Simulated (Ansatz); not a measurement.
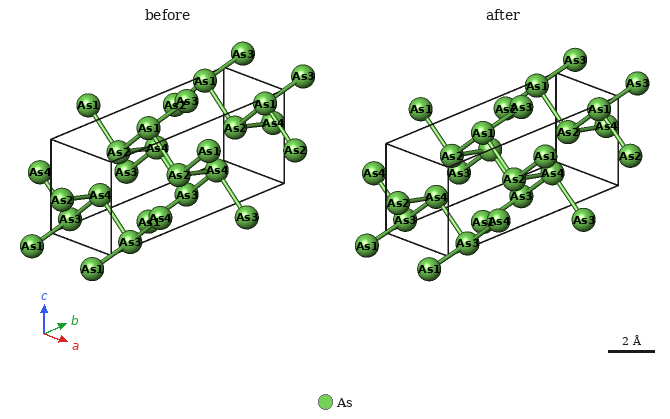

The structure of a crystal of As (set up in Cmce) before (left) and after (right) a relaxation, at one scale.

A ball-and-stick model of the conventional cell (2 times the calculation's cell), seen from a free direction. Lengths and directions refer to the drawn axes.

The calculation used DFT PBE+D3(BJ), scalar-relativistic, plane waves, PAW in Ansatz 0.2.0. Set-up: plane-wave cutoff 420 eV; k-point mesh 10 × 10 × 8; occupations gaussian; smearing width 0.01 eV; no spin polarisation; cell and atoms relaxed; force threshold 0.005 eV/Å; at most 80 steps.

### Summarise the run.

The run was cut off at its time limit before the relaxation converged, so the last structure is only a point on the way. The largest moves relative to the cell, 0.036 Å, are those of As1, As2, As3 and As4. As2 goes along [0 −1 −2]. The volume changes by −2.9 %, with a 3.650 → 3.779 Å (+3.5 %), b 11.000 → 10.811 Å (−1.7 %), c 4.470 → 4.264 Å (−4.6 %). Among the contacts that change: As1–As2 2.493 → 2.517 Å. Among the angles between lasting bonds that change: As2–As1–As2 94.1° → 97.3°. The space group stays Cmce (No. 64). Over 3 accepted moves (4 points after the start) the energy falls by 5.5 meV per atom. Largest force component: 0.12 eV/Å at the start, 0.013 eV/Å at the end. Pressure: 0.09 GPa at the start and 0.00 GPa at the end. The line search rejected the trial step at point 3 of the run.
